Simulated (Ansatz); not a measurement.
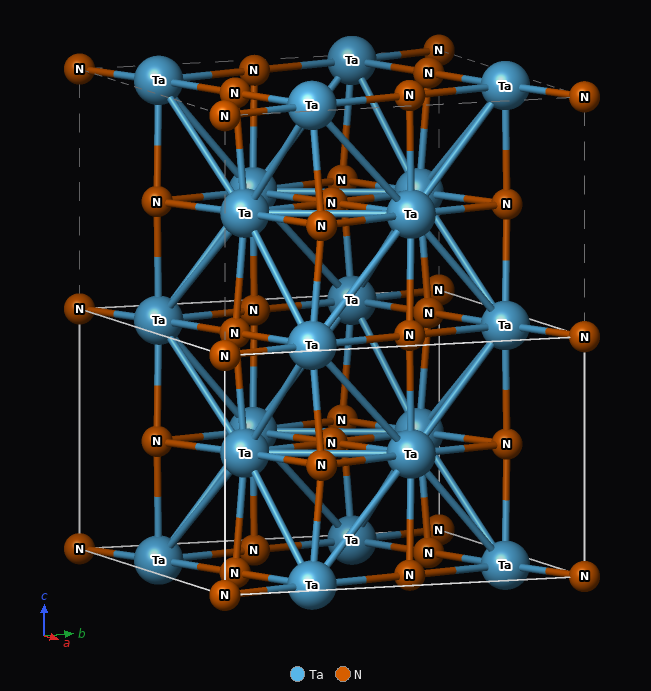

Figure: ball-and-stick view slightly off an axis. The drawing covers 1×1×2 cells, and the solid lines enclose one conventional unit cell. Cell: a = 6.784 Å, b = 6.784 Å, c = 4.230 Å, α = 90.00°, β = 90.00°, γ = 90.00°.

The structure is one of Ta₄N₅. Its lattice is body-centred tetragonal, its space group I4/m (No. 87). In the cell are 8 Ta, 10 N, which makes 2 formula units. The coordination, counted out to bonding distance, is Ta 14 and N 4 to 5 (mean 4.8). Not all metal-metal contacts are counted.

Starting structure: a structure listed in the Materials Project. Earlier steps of the study, as a rule a relaxation of our own, may have changed the cell and positions, so they can lie some per cent off the listed ones. It was run through Ansatz as a DFT input.
